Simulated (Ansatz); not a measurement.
## Energy of Li along a strain of the cell

System: Li (I4/mmm, 1 atom in the cell).
Method: DFT PBEsol, scalar-relativistic, plane waves, PAW, no spin polarisation (Ansatz 0.2.0).

The 5 runs differ only in the geometry, by a strain of the cell at fixed fractional positions. Against run 3, the strain is εxx = η and εyy = η. The structure derives from an entry of the Crystallography Open Database.

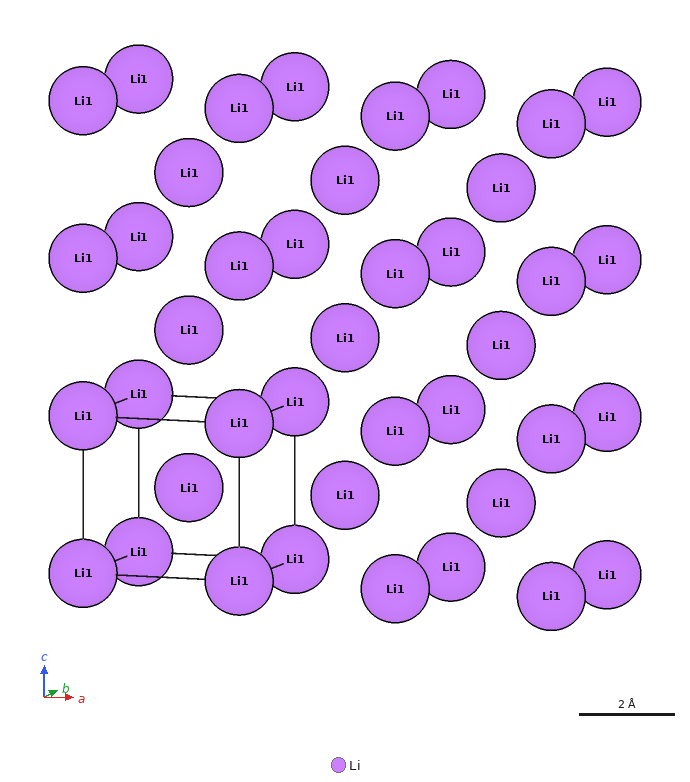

Figure 1. The structure of run 3 (spheres-only view of the cell 2 times as large as that of the calculation, set on its symmetry axes, repeated 3 × 1 × 3, seen slightly off an axis; atoms are numbered from 1 in the order of the input). An atom can appear more than once, as a periodic image.

## Input of run 3
```yaml
crystal:
  lattice:
    - [-1.75, 1.75, 1.68]
    - [1.75, -1.75, 1.68]
    - [1.75, 1.75, -1.68]
  atoms:
    - { symbol: Li, position: [0.0, 0.0, 0.0] }
basis:
  ecutwfc: 420
kpoints:
  mp_grid: { grid: [20, 20, 20] }
hamiltonian:
  xc: pbesol
scf:
  occupations: { method: gaussian, width: 0.15 }
output:
  forces: true
  stress: true
  eigenvalues: true
```

Command:
```bash
ansatz run input.yaml --threads 1 --pin off --max-ram 2560MiB --backend cpu --events-out ev --progress --plain --runs-dir out
```

Lattice vectors (Å) and fractional positions of run 3:
```
  -1.750000    1.750000    1.680000
   1.750000   -1.750000    1.680000
   1.750000    1.750000   -1.680000
Li  0.000000  0.000000  0.000000
```

Run 2 differs from it as follows:
```diff
-    - [-1.75, 1.75, 1.68]
-    - [1.75, -1.75, 1.68]
-    - [1.75, 1.75, -1.68]
+    - [-1.68, 1.68, 1.68]
+    - [1.68, -1.68, 1.68]
+    - [1.68, 1.68, -1.68]
```

## Results, with one run withheld

| run | strain parameter η (%) | free energy per atom, from the lowest run given (meV) | pressure (GPa) |
| --- | --- | --- | --- |
| 1 | −8.0000 | 20.42 | 2.63 |
| 2 | −4.0000 | ? | ? |
| 3 | 0.0000 | 0.00 | −0.22 |
| 4 | 4.0000 | 7.83 | −1.11 |
| 5 | 8.0000 | 25.10 | −1.76 |

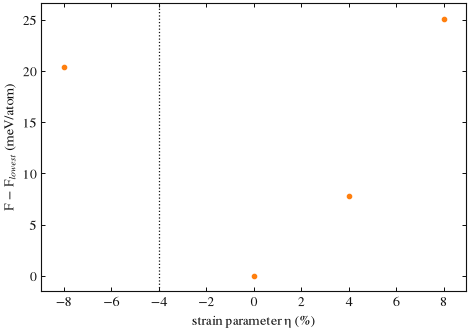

Figure 2. Free energy per atom of the runs given; the dotted line marks run 2.

Fit the runs given and predict run 2.

A quadratic polynomial in the coordinate, fitted to the 4 runs given, misses them by at most 0.56 meV per atom. With x = η − 1.0000, it reads F = 1.0835 + 1.0104 x + 0.35011 x² (meV per atom). At run 2 it gives 4.78 meV per atom, and the run itself gives 3.51. The fit has its minimum at η = −0.4430 %. The fit misses that run by 1.27 meV per atom.

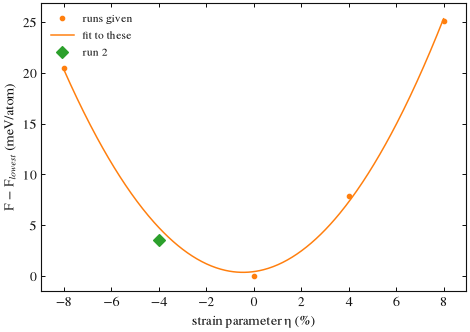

Figure 3. The fit and the withheld run.

## Output, shortened to warnings, some set-up lines, iterations and results (run 2)
```
Basis set: ecut = 420 eV, 369 PW (Γ), exchange–correlation on 40×40×40 points (8 copies of the dense FFT grid, shifted against one another)
Symmetry: 48 space group operations
k-points: 256 of 8000
Initial density: superposition of atomic densities (neutral atoms: chi_scale 0, normalization atom), corrected by the library's trained network
[...]
SCF iter   1: F=—  HF=-202.997423 eV  |F-HF|=—  |Δ(HF+E_count)|=         —  Δρ=1.49e-3  dr2=1.41e-4  ethr=1.77e-3  ⟨swp⟩=4.1  Hψ=11767  notcnv=0
SCF iter   2: F=—  HF=-202.996925 eV  |F-HF|=—  |Δ(HF+E_count)|=   4.97e-4  Δρ=5.69e-4  dr2=2.01e-5  ethr=4.69e-6  ⟨swp⟩=2.1  Hψ=3877  notcnv=0
SCF iter   3: F=—  HF=-202.996840 eV  |F-HF|=—  |Δ(HF+E_count)|=   8.58e-5  Δρ=1.88e-5  dr2=2.52e-8  ethr=6.69e-7  ⟨swp⟩=2.0  Hψ=1839  notcnv=0  defer=3
SCF iter   4: F=-202.996836 eV  HF=-202.996836 eV  |F-HF|=7.69e-10  |Δ(HF+E_count)|=   3.99e-6  Δρ=1.66e-6  dr2=2.04e-10  ethr=8.39e-10  ⟨swp⟩=2.5  Hψ=1840  notcnv=0  defer=3
SCF iter   5: F=-202.996836 eV  HF=-202.996836 eV  |F-HF|=6.51e-12  |Δ(HF+E_count)|=  7.90e-10  Δρ=1.62e-7  dr2=1.55e-12  ethr=6.80e-12  ⟨swp⟩=2.3  Hψ=1815  notcnv=0  defer=3
SCF iter   6: F=-202.996836 eV  HF=-202.996836 eV  |F-HF|=8.53e-14  |Δ(HF+E_count)|=  6.54e-12  Δρ=1.17e-8  dr2=5.93e-15  ethr=1.00e-12  ⟨swp⟩=1.7  Hψ=4633  notcnv=0
SCF 1 converged in 6 iterations: F = -202.996836 eV  dr2 = 5.93e-15
SCF converged after 6 iterations
Free energy (F): -202.996836 eV
Harris-Foulkes:  -202.996836 eV  (|F-HF|=8.53e-14)
Internal energy: -202.991523 eV  (E = F + TS)
E sigma→0 (E₀):  -202.994179 eV
Entropy (-TS):   -0.005313 eV (-5.313 meV/atom)
Fermi energy:    1.249642 eV
--- Per-component energies (eV) ---
  E_band       = -89.300277
  E_kinetic    = 21.405599
  E_local      = -129.919746  (includes V_loc(G=0)·N_el)
  E_nonlocal   = -33.166448
  E_hartree    = 38.467296
  E_xc         = -9.999823
  E_vxc        = -12.950957  (∫ρ·V_xc dr)
  E_paw        = -19.594944  (= ΣΔE_a)
  E_vpaw       = -11.603349  (= ΣTr[D̂ρ^β])
  E_aug_tail   = 0.000030  (compensation charges beyond the density's cutoff)
  E_ewald      = -70.183489
  E_smearing   = -0.005313  (= −TS)
  E_closure    = -0.000000  (closes the sum)
  Σ components = -202.996836   (vs F -202.996836, Δ=0.00e0)
--- Forces (eV/Å), atoms counted from 1 ---
  atom   1  Li     0.00000000     0.00000000     0.00000000
  max |Σ_I F_I| component: 1.59e-32 eV/Å
--- Stress (GPa, compression-positive) ---
        0.991830       0.000000      -0.000000
       -0.000000       0.991830      -0.000000
        0.000000       0.000000       0.991830
  P = ⅓ Tr σ = 0.9918 GPa (9.918 kbar)
```
